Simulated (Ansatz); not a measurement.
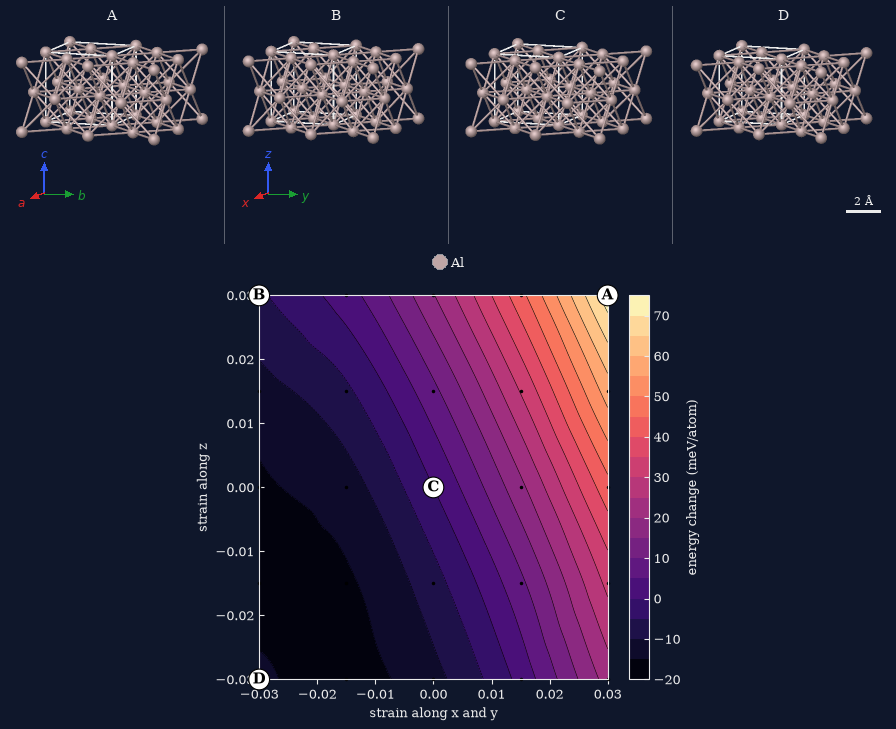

A scan of crystalline Al (Fm-3m): the cell is strained equally along x and y and separately along z, with the atoms kept at their fractional coordinates. x, y and z are the Cartesian axes of the input. The map is interpolated between the computed points (dots). The lettered frames are marked on it. A ball-and-stick model of the conventional cell (4 times the calculation's cell), repeated 2 × 2 × 1 with one cell outlined, seen slightly off an axis. Lengths and directions refer to the drawn axes.

Computed with DFT PBEsol+D3(BJ), scalar-relativistic, plane waves, PAW in Ansatz 0.2.0. (plane-wave cutoff 420 eV; k-point mesh 20 × 20 × 20; occupations gaussian; smearing width 0.15 eV; no spin polarisation). Energies (free energies at the smearing named) are counted from the cell as listed in its source, which wasn't relaxed.

Where is the lowest point of the map, and what else does it tell?

In pairs of (strain along x and y; strain along z): the lowest computed point lies at (−0.015, −0.030) (−17.0 meV/atom), the highest at (0.030, 0.030) (72.8 meV/atom). It lies on the edge of the grid, so the true minimum may be outside the range scanned. The pressure runs from −9.7 GPa at (0.030, 0.030) to 2.6 GPa at (−0.030, −0.030). The frames lie at A (0.030, 0.030): 72.8 meV/atom, B (−0.030, 0.030): −5.8 meV/atom, C (0.000, 0.000): 0.0 meV/atom, D (−0.030, −0.030): −14.1 meV/atom.
